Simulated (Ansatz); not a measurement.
# What a change does: single-point calculation on TaN

System: TaN (Fm-3m, 2 atoms in the cell).
Method of run 1: DFT, PBE, plane waves, PAW, no spin polarisation (Ansatz 0.2.0).

The structure derives from an entry of the Crystallography Open Database. Text and figures count atoms from 1; the logs count them from 0 in places.

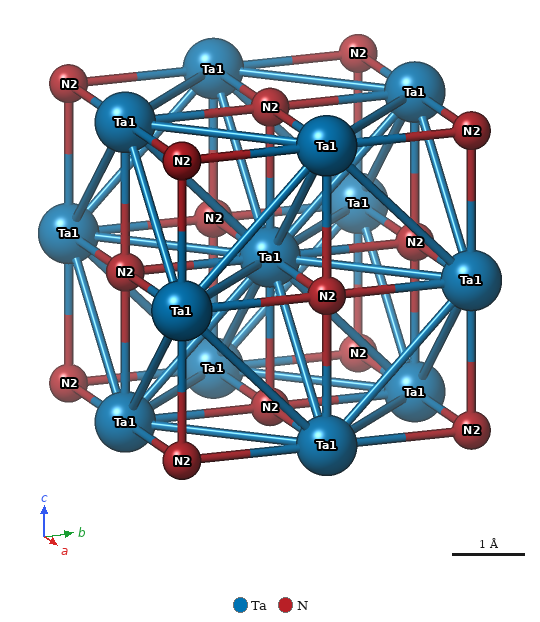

The structure as given in the input (ball-and-stick view of the cell 4 times as large as that of the calculation, set on its symmetry axes, seen slightly off an axis; atoms are numbered from 1 in the order of the input). Near neighbours in the crystal (not all of them lie inside the picture): Ta has 6 N at 2.18 Å and 12 Ta at 3.08 Å; N has 6 Ta at 2.18 Å.

### The input, run 1
```yaml
crystal:
  lattice:
    - [0.0, 2.179, 2.179]
    - [2.179, 0.0, 2.179]
    - [2.179, 2.179, 0.0]
  atoms:
    - { symbol: Ta, position: [0.5, 0.5, 0.5] }
    - { symbol: "N", position: [0.0, 0.0, 0.0] }
basis:
  ecutwfc: 420
  precision: f64
kpoints:
  mp_grid: { grid: [18, 18, 18] }
hamiltonian:
  xc: pbe
scf:
  occupations: { method: gaussian, width: 0.15 }
  eigensolver: { kind: davidson }
output:
  forces: true
  eigenvalues: true
  stress: true
```

Command:
```bash
ansatz run input.yaml --threads 1 --pin off --max-ram 2560MiB --backend cpu --events-out ev --progress --plain --runs-dir out
```

Hardware: 1 thread of Intel Xeon (Sapphire Rapids), 192 GiB of memory available, shared host.

### Output, shortened to warnings, some set-up lines, iterations and results (run 1)
```
Basis set: ecut = 420 eV, 411 PW (Γ), exchange–correlation on 48×48×48 points (8 copies of the dense FFT grid, shifted against one another)
Symmetry: 48 space group operations
k-points: 195 of 5832
Initial density: superposition of atomic densities (neutral atoms: chi_scale 0, normalization atom), corrected by the library's trained network
[...]
SCF iter   1: F=—  HF=-10317.885504 eV  |F-HF|=—  |Δ(HF+E_count)|=         —  Δρ=2.12e-3  dr2=7.38e-4  ethr=1.77e-3  ⟨swp⟩=6.8  Hψ=23993  notcnv=0
SCF iter   2: F=—  HF=-10317.885801 eV  |F-HF|=—  |Δ(HF+E_count)|=   2.97e-4  Δρ=1.38e-3  dr2=3.72e-4  ethr=4.10e-6  ⟨swp⟩=3.0  Hψ=5978  notcnv=0  defer=1
SCF iter   3: F=—  HF=-10317.885837 eV  |F-HF|=—  |Δ(HF+E_count)|=   3.62e-5  Δρ=1.62e-4  dr2=2.98e-6  ethr=1.78e-8  ⟨swp⟩=3.1  Hψ=11022  notcnv=0
SCF iter   4: F=-10317.885837 eV  HF=-10317.885837 eV  |F-HF|=2.24e-9  |Δ(HF+E_count)|=   3.77e-7  Δρ=1.44e-5  dr2=1.39e-8  ethr=1.66e-8  ⟨swp⟩=2.6  Hψ=5256  notcnv=0
SCF iter   5: F=-10317.885837 eV  HF=-10317.885837 eV  |F-HF|=5.28e-10  |Δ(HF+E_count)|=   7.10e-9  Δρ=3.15e-6  dr2=3.19e-10  ethr=7.71e-11  ⟨swp⟩=3.0  Hψ=6744  notcnv=0
SCF iter   6: F=-10317.885837 eV  HF=-10317.885837 eV  |F-HF|=1.82e-12  |Δ(HF+E_count)|=  5.68e-10  Δρ=2.63e-7  dr2=6.62e-12  ethr=1.77e-12  ⟨swp⟩=2.8  Hψ=5383  notcnv=0
SCF 1 converged in 6 iterations: F = -10317.885837 eV  dr2 = 6.62e-12
  Residual-converged pass: ⟨swp⟩=1.2  Hψ=3357  notcnv=0  max |occ|·‖R‖ = 6.7e-6 eV (tolerance 6.7e-6 eV)  dr2=6.64e-12  dr2_onsite=3.71e-13  max |Δocc| = 9.6e-13
SCF converged after 6 iterations
Free energy (F): -10317.885837 eV
Harris-Foulkes:  -10317.885837 eV  (|F-HF|=1.82e-12)
Internal energy: -10317.876373 eV  (E = F + TS)
E sigma→0 (E₀):  -10317.881105 eV
Entropy (-TS):   -0.009464 eV (-4.732 meV/atom)
Fermi energy:    22.366977 eV
--- Per-component energies (eV) ---
  E_band       = -33.635157
  E_kinetic    = 503.543727
  E_local      = -564.699494  (includes V_loc(G=0)·N_el)
  E_nonlocal   = 60.441993
  E_hartree    = 191.954583
  E_xc         = -280.879370
  E_vxc        = -283.650987  (∫ρ·V_xc dr)
  E_paw        = -8524.717509  (= ΣΔE_a)
  E_vpaw       = -133.179869  (= ΣTr[D̂ρ^β])
  E_aug_tail   = 0.000245  (compensation charges beyond the density's cutoff)
  E_ewald      = -1703.520548
  E_smearing   = -0.009464  (= −TS)
  E_closure    = 0.000000  (closes the sum)
  Σ components = -10317.885837   (vs F -10317.885837, Δ=0.00e0)
--- Forces (eV/Å), atoms counted from 1 ---
  atom   1  Ta     0.00000000     0.00000000     0.00000000
  atom   2  N     -0.00000000     0.00000000     0.00000000
  max |Σ_I F_I| component: 3.12e-29 eV/Å
--- Stress (GPa, compression-positive) ---
       14.562566      -0.000000       0.000000
       -0.000000      14.562566      -0.000000
        0.000000      -0.000000      14.562566
  P = ⅓ Tr σ = 14.5626 GPa (145.626 kbar)
```

The input of run 2 differs as follows (lines with − go, lines with + come):
```diff
-  precision: f64
-  mp_grid: { grid: [18, 18, 18] }
+  mp_grid: { grid: [20, 20, 20] }
-  eigensolver: { kind: davidson }
```

How does run 2 compare with run 1?

The free energy of run 2 is 0.6 meV per atom lower, which measures how much it depends on this numerical setting. The number of SCF iterations is the same. The irreducible k-points go from 195 to 256.

### Output, shortened to warnings, some set-up lines, iterations and results (run 2)
```
Basis set: ecut = 420 eV, 411 PW (Γ), exchange–correlation on 48×48×48 points (8 copies of the dense FFT grid, shifted against one another)
Symmetry: 48 space group operations
k-points: 256 of 8000
Initial density: superposition of atomic densities (neutral atoms: chi_scale 0, normalization atom), corrected by the library's trained network
[...]
SCF iter   1: F=—  HF=-10317.887301 eV  |F-HF|=—  |Δ(HF+E_count)|=         —  Δρ=2.08e-3  dr2=7.17e-4  ethr=1.77e-3  ⟨swp⟩=5.3  Hψ=38820  notcnv=0  defer=76
SCF iter   2: F=—  HF=-10317.886957 eV  |F-HF|=—  |Δ(HF+E_count)|=   3.44e-4  Δρ=1.30e-3  dr2=3.17e-4  ethr=3.98e-6  ⟨swp⟩=2.1  Hψ=7165  notcnv=0  defer=76
SCF iter   3: F=—  HF=-10317.887013 eV  |F-HF|=—  |Δ(HF+E_count)|=   5.54e-5  Δρ=3.13e-4  dr2=1.24e-5  ethr=1.76e-6  ⟨swp⟩=2.2  Hψ=4958  notcnv=0  defer=76
SCF iter   4: F=—  HF=-10317.887008 eV  |F-HF|=—  |Δ(HF+E_count)|=   5.12e-6  Δρ=1.17e-4  dr2=1.54e-6  ethr=6.87e-8  ⟨swp⟩=1.4  Hψ=4403  notcnv=0  defer=76
SCF iter   5: F=-10317.887008 eV  HF=-10317.887008 eV  |F-HF|=2.14e-8  |Δ(HF+E_count)|=   2.69e-7  Δρ=1.25e-5  dr2=2.83e-8  ethr=8.53e-9  ⟨swp⟩=2.3  Hψ=5015  notcnv=0  …
SCF iter   6: F=-10317.887008 eV  HF=-10317.887008 eV  |F-HF|=1.30e-9  |Δ(HF+E_count)|=   7.88e-9  Δρ=4.93e-6  dr2=2.21e-9  ethr=1.57e-10  ⟨swp⟩=5.4  Hψ=18200  notcnv=0
SCF 1 converged in 6 iterations: F = -10317.887008 eV  dr2 = 2.21e-9
SCF converged after 6 iterations
Free energy (F): -10317.887008 eV
Harris-Foulkes:  -10317.887008 eV  (|F-HF|=1.30e-9)
Internal energy: -10317.879095 eV  (E = F + TS)
E sigma→0 (E₀):  -10317.883051 eV
Entropy (-TS):   -0.007913 eV (-3.956 meV/atom)
Fermi energy:    22.347247 eV
--- Per-component energies (eV) ---
  E_band       = -33.652393
  E_kinetic    = 503.532247
  E_local      = -564.676394  (includes V_loc(G=0)·N_el)
  E_nonlocal   = 60.439814
  E_hartree    = 191.939461
  E_xc         = -280.878835
  E_vxc        = -283.650353  (∫ρ·V_xc dr)
  E_paw        = -8524.715086  (= ΣΔE_a)
  E_vpaw       = -133.176877  (= ΣTr[D̂ρ^β])
  E_aug_tail   = 0.000245  (compensation charges beyond the density's cutoff)
  E_ewald      = -1703.520548
  E_smearing   = -0.007913  (= −TS)
  E_closure    = 0.000000  (closes the sum)
  Σ components = -10317.887008   (vs F -10317.887008, Δ=0.00e0)
--- Forces (eV/Å), atoms counted from 1 ---
  atom   1  Ta     0.00000000    -0.00000000    -0.00000000
  atom   2  N     -0.00000000     0.00000000     0.00000000
  max |Σ_I F_I| component: 3.83e-29 eV/Å
--- Stress (GPa, compression-positive) ---
       14.542416       0.000000       0.000000
       -0.000000      14.542416      -0.000000
       -0.000000       0.000000      14.542416
  P = ⅓ Tr σ = 14.5424 GPa (145.424 kbar)
```

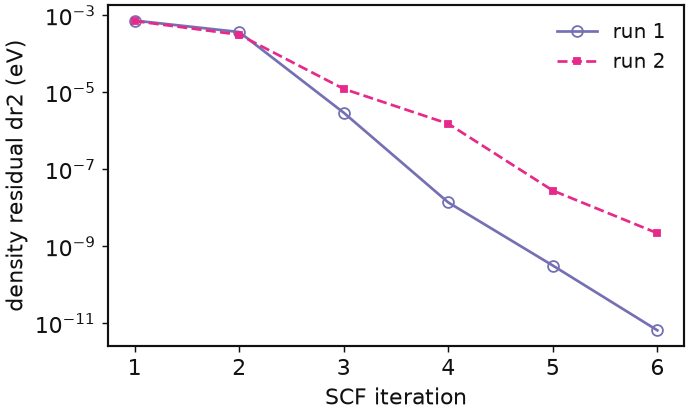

Convergence of the two runs: density residual dr2 against the SCF iteration. Run 1 takes 6 iterations in all, and run 2 takes 6.

### The two runs side by side

| quantity | run 1 | run 2 |
| --- | --- | --- |
| outcome | converged | converged |
| free energy per atom (eV) | −5158.9429 | −5158.9435 |
| energy per atom, smearing taken to zero (eV) | −5158.9406 | −5158.9415 |
| gap on the mesh (eV) | 0.00 | 0.00 |
| pressure (GPa) | 14.56 | 14.54 |
| largest force (eV/Å) | 0.000 | 0.000 |
| SCF iterations | 6 | 6 |
| irreducible k-points | 195 | 256 |
| plane waves at Γ | 411 | 411 |
| wall time (shared host) | 5.2 s | 5.5 s |

For both runs: Spin–orbit coupling is left out, which matters for Ta. For run 1: The cell is under a pressure of 14.6 GPa at this level, so it is not at its equilibrium volume. For run 2: The cell is under a pressure of 14.5 GPa at this level, so it is not at its equilibrium volume.
